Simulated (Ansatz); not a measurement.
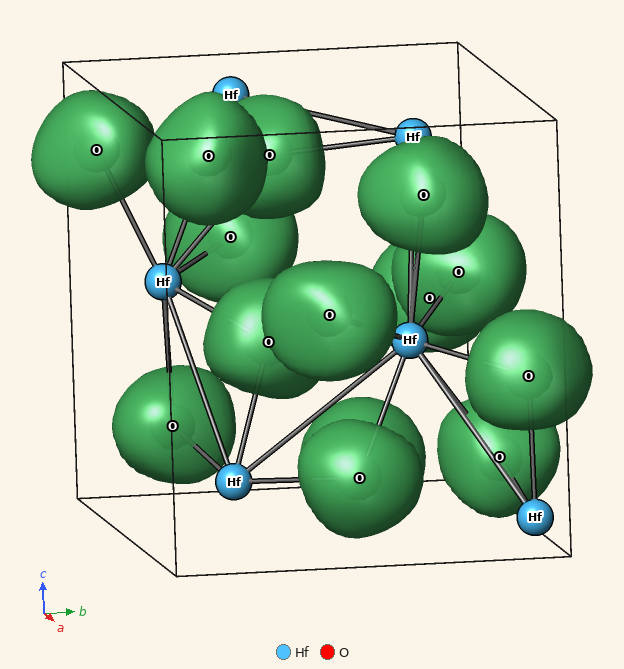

The picture shows: HfO2. Isosurface of the ELF at 0.65 (green), seen slightly off an axis. Only the valence region is drawn (cores and ρ < 0.01 e/Å³ removed). Sticks mark near contacts.

Space group P2₁; a generated structure, not necessarily the stable one.

Method: DFT PBE, scalar-relativistic, plane waves, PAW in Ansatz 0.2.0.

Core electrons are frozen (PAW), and the valence fields are smoothed inside the atomic spheres.

What do the ELF domains correspond to?

Answer. The surface consists of twelve regions wrapped around O (the valence shell of each), counted in one cell of 18 atoms. Regions shared between cells count once. Along the contacts the grid gives the following. Hf–O (2.02 Å): the ELF peaks at about 0.80 in the valence shell of O, 0.6 Å from its nucleus, and drops to about 0.20 between the two atoms: no localised pair shows between them. Hf–Hf (3.18 Å): the ELF is about 0.15 at the midpoint: no shared electron pair shows on this line.
